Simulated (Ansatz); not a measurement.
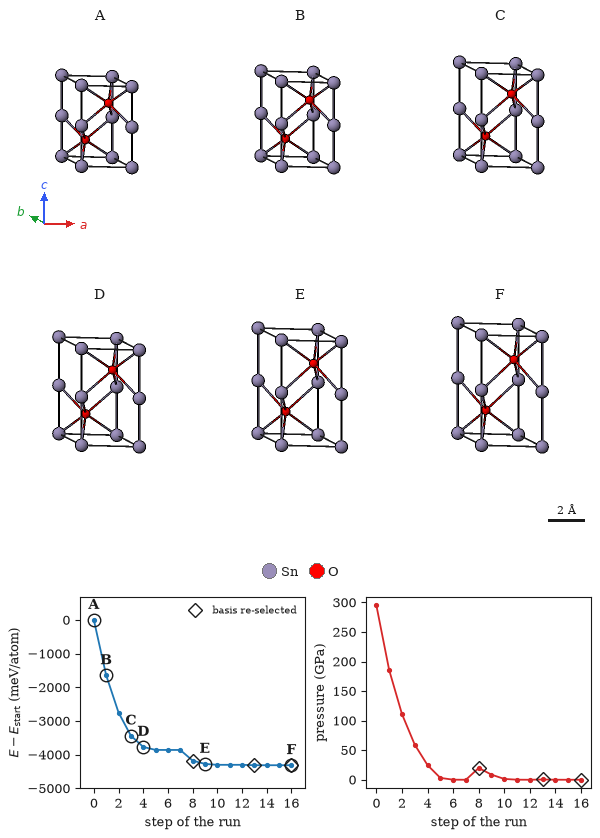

Frames of a relaxation of solid SnO (built on the NiAs type), marked on the history of the run. A ball-and-stick model of the cell of the calculation, seen slightly off an axis.

Method: Ansatz 0.2.0, DFT, PBE, plane waves, PAW.

Input file:
```yaml
crystal:
  lattice:
    - [2.89187616, 0.0, 0.0]
    - [-1.44593808, 2.5044382192, 0.0]
    - [0.0, 0.0, 4.7137581408]
  atoms:
    - { symbol: Sn, position: [0.0, 0.0, 0.0] }
    - { symbol: Sn, position: [0.0, 0.0, 0.5] }
    - { symbol: O, position: [0.3333333333, 0.6666666667, 0.25] }
    - { symbol: O, position: [0.6666666667, 0.3333333333, 0.75] }
kpoints:
  mp_grid: { grid: [12, 12, 6] }
hamiltonian:
  xc: pbe
scf:
  occupations: { method: fermi_dirac, width: 0.02 }
relax:
  f_tol: 0.005
  cell: {}
```

Launched with:
```bash
ansatz run input.yaml --threads 2 --pin off --max-ram 2211MiB --backend cpu --events-out ev --progress --plain --runs-dir out
```

Q: Describe the path.

A: The energy falls by 4313 meV per atom in 13 accepted moves (16 points after the start). All forces vanish by symmetry, so only the cell relaxes. The pressure goes from 294.94 to 0.00 GPa. The SCF was repeated 3 times at an unchanged geometry on a basis and grid sized afresh for the cell, which shifted the energy by 316 meV per atom at most. The atoms keep their places relative to the cell (all moves are under 0.005 Å). The drawn cell changes as follows: a = b 2.892 → 3.475 Å (+20.2 %), c 4.714 → 6.424 Å (+36.3 %); the volume changes by +96.8 %. Some distances before and after: Sn1–Sn2 2.357 → 3.212 Å, Sn1–O3 2.044 → 2.570 Å. Bond angles that change, for instance: Sn1–O3–Sn2 70.4° → 77.4°, Sn1–O3–Sn1 90.1° → 85.1°, Sn1–O3–Sn2 131.8° → 134.0°. The space group stays P6_3/mmc (No. 194). The run took 70 s on 2 threads of AMD EPYC 7R43 64-Core Processor (Zen 3) (shared host), peak memory 0.44 GiB. From step 0 to 1: volume +12.9 %, energy −1643 meV per atom. From step 1 to 3: volume +26.1 %, energy −1792 meV per atom. From step 3 to 4: volume +10.5 %, energy −333 meV per atom. From step 4 to 9: volume +16.6 %, energy −505 meV per atom. From step 9 to 16: volume +7.3 %, energy −39.2 meV per atom.

```
step  E − E(0), meV/atom  pressure, GPa  volume, Å³/atom                      note
   0                0.00         294.94            8.535                          
   1            -1643.41         185.61            9.637                          
   2            -2747.67         111.20           10.842                          
   3            -3435.84          59.32           12.154                          
   4            -3768.35          24.73           13.429                          
   5            -3857.98           3.15           14.428                          
   6            -3859.12           0.13           14.588                          
   7            -3859.10           0.00           14.595                          
   8            -4174.61          19.94           14.595  same geometry, new basis
   9            -4273.54           8.65           15.660                          
  10            -4300.85           1.38           16.542                          
  11            -4300.63           0.11           16.731                          
  12            -4300.51           0.00           16.755                          
  13            -4312.52           0.43           16.755  same geometry, new basis
  14            -4312.69           0.06           16.790                          
  15            -4312.68           0.00           16.796                          
  16            -4312.79           0.00           16.796  same geometry, new basis
```
